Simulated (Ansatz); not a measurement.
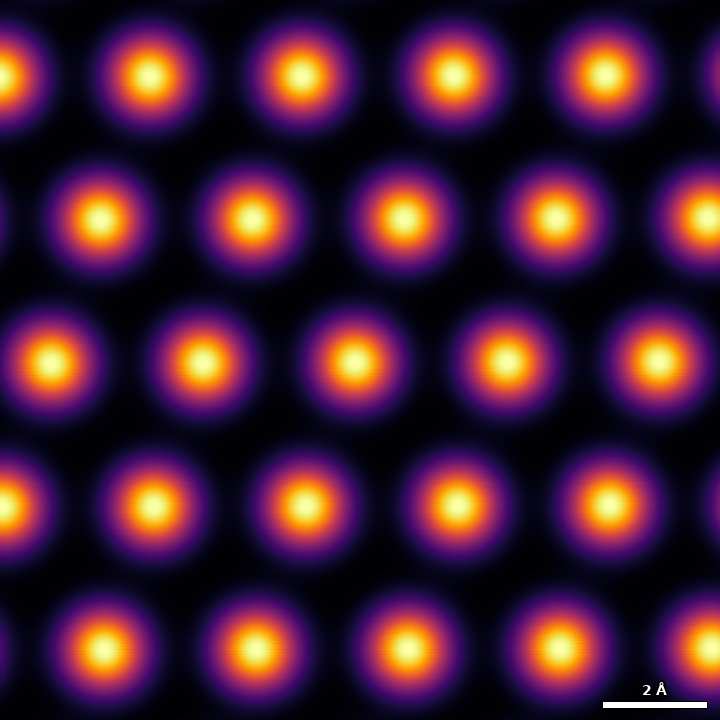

Dark-field STEM-like image of Sb (Fm-3m, No. 225). Simulated incoherent Z contrast: every atom adds Z^1.7 spread by a probe of 1.30 Å full width; channelling and multiple scattering are left out. A slight drift was added. Structure: the input geometry of an electronic-structure calculation (not necessarily at equilibrium); the starting structure was generated, so it need not be a known form of this composition.

```cif
data_structure
_symmetry_space_group_name_H-M 'P 1'
_symmetry_Int_Tables_number 1
_cell_length_a 4.8249
_cell_length_b 4.8249
_cell_length_c 4.8249
_cell_angle_alpha 90.000
_cell_angle_beta 90.000
_cell_angle_gamma 90.000
_cell_volume 112.32
loop_
_atom_site_label
_atom_site_type_symbol
_atom_site_fract_x
_atom_site_fract_y
_atom_site_fract_z
_atom_site_occupancy
Sb1 Sb 0.00000 0.00000 0.00000 1
Sb2 Sb 0.00000 0.50000 0.50000 1
Sb3 Sb 0.50000 0.00000 0.50000 1
Sb4 Sb 0.50000 0.50000 0.00000 1
```

Which beam direction gives this image, [210], [001], [111] or [110]? (Directions equivalent by symmetry count as one.)

[110]. The projected cells are 1.08 × 2.41 Å, 90° for [210]; 2.41 × 2.41 Å, 90° for [001]; 1.97 × 1.97 Å, 120° for [111]; 2.95 × 2.95 Å, 109° for [110], and the image repeats as the [110] one does.
